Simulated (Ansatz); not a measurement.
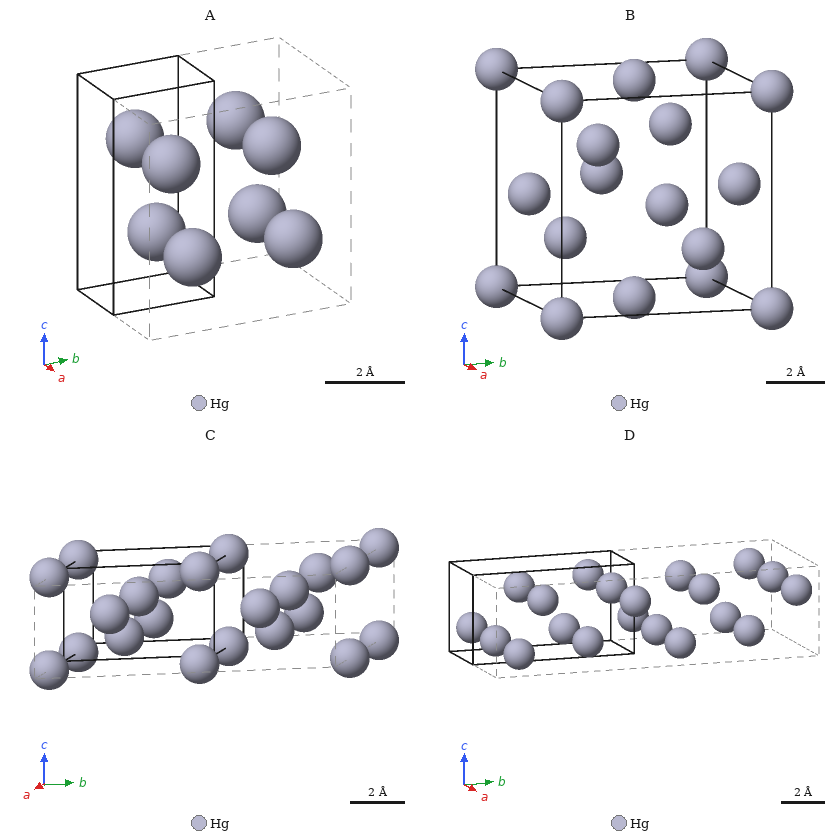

Four structures of Hg, each relaxed to rest (conventional cells in solid outline, small ones repeated, each panel with its own scale). Method: Ansatz 0.2.0, DFT PBE, scalar-relativistic, plane waves, PAW, without spin polarisation.

What are the structures shown?

A: hexagonal close-packed (Mg type), P6_3/mmc; B: diamond, Fd-3m; C: 3 atoms a cell on a primitive hexagonal lattice, P6_222; D: 4 atoms a cell on a base-centred orthorhombic lattice, Cmcm.

Rank them by energy, lowest first.

A, then D (+11 meV/atom), C (+21 meV/atom) and B (+85 meV/atom), energies at zero smearing.

Collect the results in a table.

| panel | structure | E − E(lowest) (meV/atom) | volume (Å³/atom) | gap (eV) |
| --- | --- | --- | --- | --- |
| A | P6_3/mmc | 0 | 31.3 | 0.30 |
| D | Cmcm | 11 | 29.7 | metal |
| C | P6_222 | 21 | 36.3 | metal |
| B | Fd-3m | 85 | 56.2 | 0.39 |

Some of these may be structure types tried for this composition rather than known phases, and the most stable form need not be among them. Gaps are taken on the k-mesh or band path of each run.
